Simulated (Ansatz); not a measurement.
System: WSe₂, space group P6_3/mmc (No. 194), 6 atoms in the cell.

Space group P6_3/mmc (No. 194). a = 3.279 Å, b = 3.279 Å, c = 12.789 Å, α = 90.00°, β = 90.00°, γ = 120.00°
| atom | site | symmetry | x | y | z |
| --- | --- | --- | --- | --- | --- |
| W | 2c | -6m2 | 0.3333 | 0.6667 | 0.2500 |
| Se | 4f | 3m. | 0.3333 | 0.6667 | 0.6183 |

Computed with Ansatz 0.2.0: DFT PBE+D3(BJ), spin-orbit coupling, plane waves, PAW, 12×12×2 k mesh.

What does the calculation give for the electronic structure? The path is Γ–M–K–Γ–A–L–H–A|L–M|H–K.

The bands leave a gap. The gap along this path is 0.83 eV and indirect, from the valence-band top at Γ to the conduction-band bottom between K and Γ; the smallest direct gap is 1.34 eV, at K. The top valence band spans 1.4 eV and the lowest conduction band 1.6 eV. The direct gaps are 1.34 eV at K, 3.06 eV at M and 2.63 eV at A.

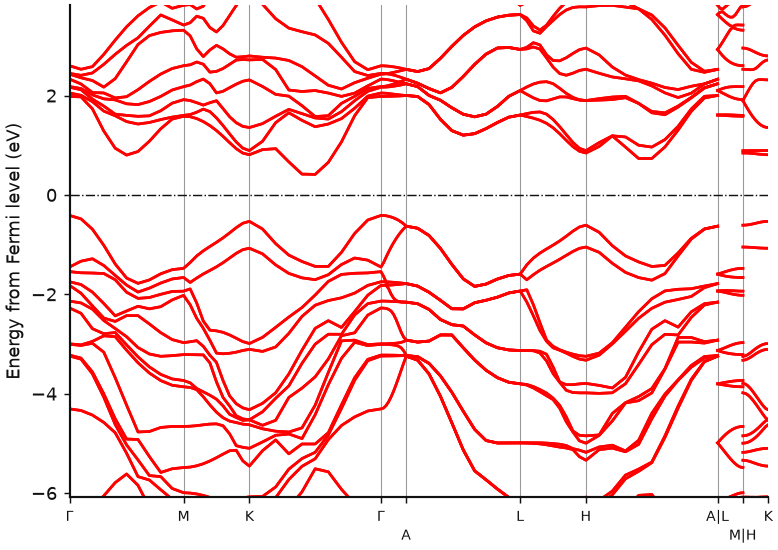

Band structure. Energies are counted from the Fermi level.
